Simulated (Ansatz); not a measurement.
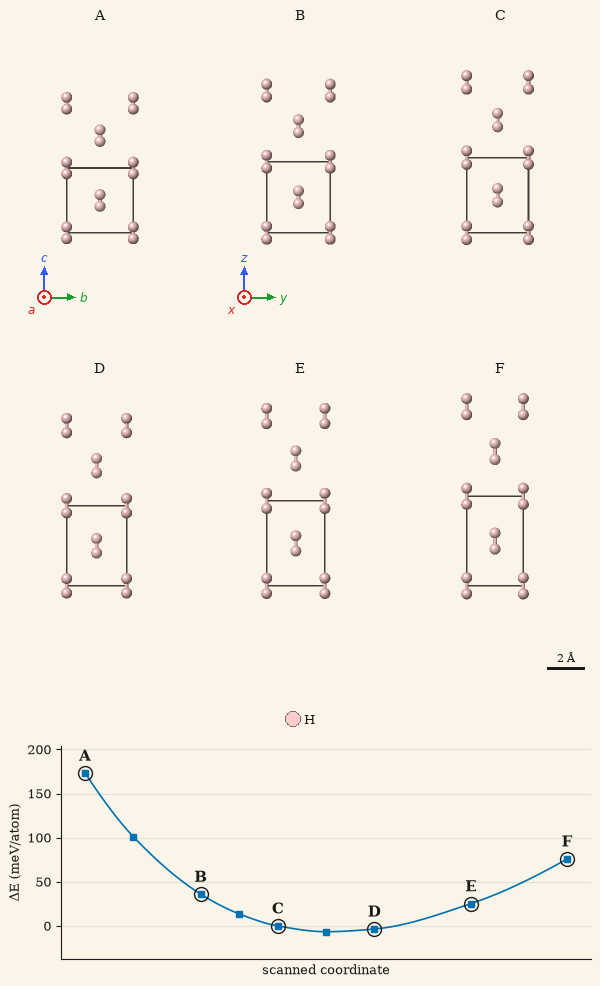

A scan of crystalline H (I4/mmm) along one coordinate. x, y and z are the Cartesian axes of the input. A ball-and-stick model of the conventional cell (2 times the calculation's cell), repeated 2 × 1 × 2 with one cell outlined, seen along the a axis. Lengths and directions refer to the drawn axes.

Method: DFT LDA, scalar-relativistic, plane waves, PAW in Ansatz. (plane-wave cutoff 420 eV; k-point mesh 10 × 10 × 10; occupations gaussian; smearing width 0.05 eV; no spin polarisation). Energies (free energies at the smearing named) are counted from the cell as listed in its source, which wasn't relaxed.

Q: What is being scanned?

A: The ratio of the cell's length along z to its lengths across, counted as 1 for the reference, is changed at fixed volume (a c/a path), with the atoms kept at their fractional coordinates. In the frames the relative ratio is 0.80 (A), 0.92 (B), 1.00 (C), 1.10 (D), 1.20 (E), 1.30 (F). Of the computed points the lowest is at the relative ratio 1.05, −6.6 meV/atom. At the ends of the scan the energy is 173.1 meV/atom (0.80) and 75.9 meV/atom (1.30). The unrelaxed reference is under a pressure of 0.9 GPa. The distortion keeps the space group I4/mmm. At the relative ratio 1.30 the cell of the drawing goes a 3.383 → 3.100 Å, b 3.383 → 3.100 Å, c 4.117 → 4.904 Å.
